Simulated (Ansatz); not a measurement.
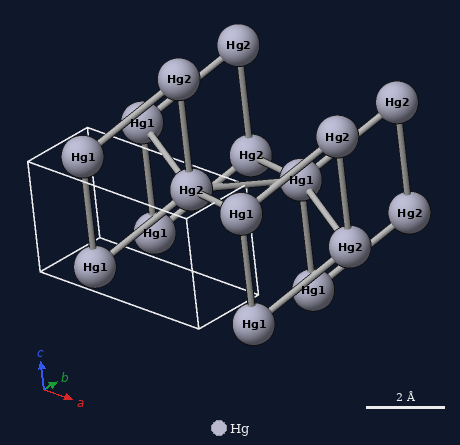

Starting structure of a crystal of Hg (built on the Bi_12 type). Style: ball-and-stick. Shown: the cell of the calculation, repeated 2 × 2 × 2 with one cell outlined, slightly off an axis.

Case: Bi type (C2/m, No. 12).

Computed with DFT PBE, scalar-relativistic, plane waves, PAW (Ansatz).

The input:
```yaml
crystal:
  lattice:
    - [3.2343604354, -3.0348017912, -0.0841263315]
    - [3.2343604354, 3.0348017912, -0.0841263315]
    - [-1.1938084771, 0.0, 2.9969426845]
  atoms:
    - { symbol: Hg, position: [0.2567252211, 0.2567252211, 0.0981832819] }
    - { symbol: Hg, position: [0.7432747789, 0.7432747789, 0.9018167181] }
basis:
  ecutwfc: 420
kpoints:
  mp_grid: { grid: [14, 14, 18] }
hamiltonian:
  xc: pbe
scf:
  occupations: { method: gaussian, width: 0.1 }
output:
  forces: true
  stress: true
  eigenvalues: true
relax:
  adjacent_minimum: "off"
  f_tol: 0.01
  max_steps: 80
  cell: { stress_tol: 0.05 }
```

Where does the relaxation end?

Over 2 accepted moves (3 points after the start) the energy falls by 0.2 meV per atom. The largest force component goes from 0.0016 to 0.0013 eV/Å. Pressure: −0.02 GPa at the start and 0.00 GPa at the end. The SCF was repeated once at an unchanged geometry on a basis and grid sized afresh for the cell, which shifted the energy by less than 0.05 meV per atom at most. The largest moves relative to the cell, 0.008 Å, are those of Hg1 and Hg2. Hg1 goes along [−1 −1 −3]. The drawn cell changes as follows: a = b 4.436 → 4.448 Å (+0.3 %), c 3.226 → 3.196 Å (−0.9 %); the volume changes by −0.4 %. Near-neighbour distances that change, for instance: Hg1–Hg1 3.226 → 3.196 Å, Hg1–Hg2 3.194 → 3.202 Å, Hg1–Hg2 (another image) 3.094 → 3.102 Å. The space group stays C2/m (No. 12).

The structure at the end:

```
CELL_PARAMETERS angstrom
3.24114 -3.04575 -0.07639
3.24114 3.04575 -0.07639
-1.18994 0.00000 2.96631
ATOMIC_POSITIONS crystal
Hg 0.25593 0.25593 0.09572
Hg 0.74407 0.74407 0.90428
```

The end point in the same view:

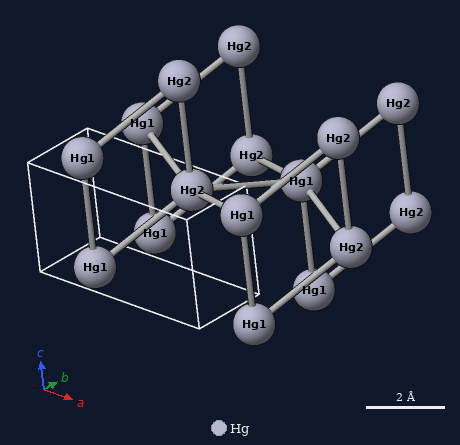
